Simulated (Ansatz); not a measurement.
# Single-point calculation of NbN (part 1 of 2)

The run: single-point calculation of NbN (Fm-3m, 2 atoms in the cell). Method and program: DFT PBE+U, scalar-relativistic, plane waves, PAW, Ueff = 3 eV on Nb atom 1 d, spin-polarised (Ansatz 0.2.0).

The structure derives from an entry of the Crystallography Open Database. It belongs to a series of runs on one base structure; here: random orbitals: harmonics, high filling. Figures and captions count atoms from 1; the log counts them from 0 in places.

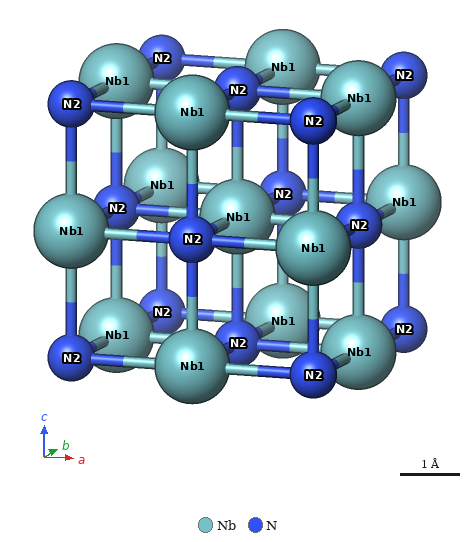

*The structure (ball-and-stick view of the cell 4 times as large as that of the calculation, set on its symmetry axes, seen slightly off an axis; atoms are numbered from 1 in the order of the input).*

Near neighbours in the crystal (not all of them lie inside the picture): Nb has 6 N at 2.19 Å; N has 6 Nb at 2.19 Å.

## The input
```yaml
crystal:
  lattice:
    - [0.0, 2.19450073, 2.19450073]
    - [2.19450073, 0.0, 2.19450073]
    - [2.19450073, 2.19450073, 0.0]
  atoms:
    - { symbol: Nb, position: [0.5, 0.5, 0.5], spin: 2.0 }
    - { symbol: "N", position: [0.0, 0.0, 0.0] }
basis:
  ecutwfc: 420
  ecutrho_ratio: 4
kpoints:
  mp_grid: { grid: [7, 7, 7] }
hamiltonian:
  xc: pbe
  hubbard:
    sites:
      - { site: 0, l: d, u_eff: 3.0, starting_ns: [{ spin: up, occupation_matrix: s0up }, { spin: down, occupation_matrix: s0down }] }
    occupation_matrices:
      s0up:
        matrix:
          - [0.97, 0.0, 0.0, 0.0, 0.0]
          - [0.0, 0.02, 0.0, 0.0, 0.0]
          - [0.0, 0.0, 0.97, 0.0, 0.0]
          - [0.0, 0.0, 0.0, 0.02, 0.0]
          - [0.0, 0.0, 0.0, 0.0, 0.02]
      s0down:
        matrix:
          - [0.02, 0.0, 0.0, 0.0, 0.0]
          - [0.0, 0.02, 0.0, 0.0, 0.0]
          - [0.0, 0.0, 0.02, 0.0, 0.0]
          - [0.0, 0.0, 0.0, 0.02, 0.0]
          - [0.0, 0.0, 0.0, 0.0, 0.02]
    ns_hold: { iters: 12 }
scf:
  occupations: { method: gaussian, width: 0.05 }
  lower_state_search: "off"
  max_iter: 150
output:
  forces: true
  stress: true
  eigenvalues: true
  populations: true
  hubbard: { sites: [{ site: 0, l: d }] }
  write_density: true
  write_potential: true
  elf: true
  volumetric_format: npy
magnetization:
  spin_polarized: true
```

Machine: 2 threads of Arm Neoverse N1, 98 GiB of memory available, shared host.

Launched with:
```bash
ansatz run input.yaml --threads 2 --pin off --max-ram 3072MiB --backend cpu --events-out ev --progress --plain --runs-dir out
```

## The program's output
```
Warning: crystal.symmetry: narrowed to the stabiliser of the occupation matrices — unitary ops 48 → 8; lowered by the specified shell (site 0, l: d); largest admitted image defect 4.4e-16, smallest excluded 7.1e-1 — at a splitting's scale: the group the occupation matrices' own texture admits
Nb: projections on atomic orbitals take those of the free atom [Ar 3d10] 4s2 4p6 4d4 5s1, of charge +0.00 (hamiltonian.pseudopotentials.projection_atoms); the dataset's partial waves leave at most 4.9e-6 of an orbital's norm unspanned inside its sphere
N: projections on atomic orbitals take those of the free atom [He] 2s2 2p3, of charge +0.00 (hamiltonian.pseudopotentials.projection_atoms); the dataset's partial waves leave at most 9.3e-9 of an orbital's norm unspanned inside its sphere
Engine: ansatz 0.2.0, aarch64-unknown-linux-gnu
Pseudopotentials: kind: paw
Pseudopotential: Nb, paw, valence charge 13, recommended cutoff 420 eV (normal), Nb.paw.azcp
Pseudopotential: N, paw, valence charge 5, recommended cutoff 420 eV (normal), N.paw.azcp
Functional definition: PBE
  parameter kappa = 0.804
  parameter beta = 0.06672455060314922
  exchange = pbe_x(kappa = kappa, mu = beta*pi^2/3)
  correlation = pbe_c(beta = beta)
Crystal: 2 atoms, lattice volume = 21.137 Å³
Basis set: ecut = 420 eV, 411 PW (Γ), exchange–correlation on 48×48×48 points (8 copies of the dense FFT grid, shifted against one another)
Bands: 14, of which v1, the nominal top of the filled ones, is band 9 counted from 1 (8 counted from 0)
Symmetry: 8 space group operations
k-points: 64 of 343
Non-local potential: Nb, projectors of the file, l = 0: 3, l = 1: 2, l = 2: 2, l = 3: 1
Non-local potential: N, projectors of the file, l = 0: 2, l = 1: 2, l = 2: 1
PAW form: soft (Blöchl's): semilocal exchange-correlation on the pseudo side does not see the compensation charge
PAW one-centre angular grid: Nb, 590 points (default); XC on 64 Gauss nodes
PAW one-centre angular grid: N, 110 points (default); XC on 64 Gauss nodes
Initial density: superposition of atomic densities (chi_scale 0.1, normalization cell, long waves kept (reshape's long-wave potential 0.00 eV rms))
Starting moments: Σ|m| = 2 μB on 1 of 2 sites
Initial wavefunctions: pseudopotential atomic-orbital guess
Functional: x = pbe(κ = 0.804, μ = 0.2195149727645171), c = pbe(β = 0.06672455060314922)
```
